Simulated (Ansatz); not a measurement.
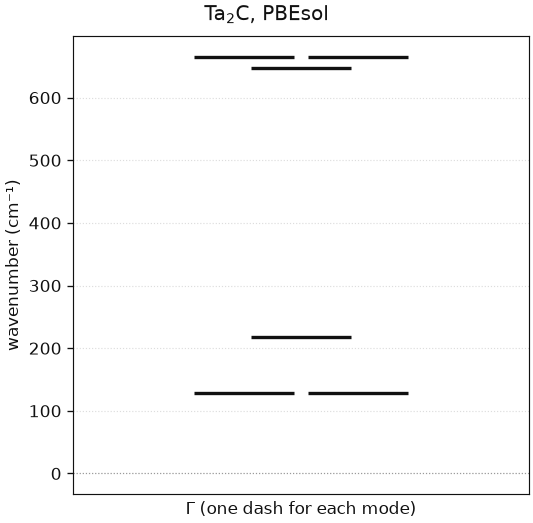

The figure shows the zone-centre optical phonon frequencies (the three acoustic modes are left out) for Ta₂C, space group P-3m1 (No. 164).

Structure:
```
CELL_PARAMETERS angstrom
3.09588 0.00000 0.00000
-1.54794 2.68111 0.00000
0.00000 0.00000 4.92020
ATOMIC_POSITIONS crystal
Ta 0.33333 0.66667 0.25283
Ta 0.66667 0.33333 0.74717
C 0.00000 0.00000 0.00000
```

How it was computed, with Ansatz 0.2.0: harmonic phonon frequencies at the zone centre with atoms at rest in the given cell, without the long-range term of polar modes, the three translations left out, imaginary frequencies are negative; plane waves with PAW datasets, Γ-centred k mesh. Level: PBEsol, no spin polarisation.

- wave cutoff: 420 eV
- k mesh: 18×18×10
- occupations: Fermi–Dirac
- smearing width: 0.15 eV
- pressure: 0 GPa
- phonon method: linear response

Is the structure dynamically stable by these modes?

No frequency is imaginary, so the structure is stable to these displacements (zone-boundary modes weren't tested here).

What is the highest frequency?

The highest mode lies at 665.6 cm⁻¹.

Caveats: metal sensitive to the k mesh.

The computed values:

| frequency (cm⁻¹) |
| --- |
| 129.1 |
| 129.1 |
| 217.4 |
| 647.2 |
| 665.6 |
| 665.6 |
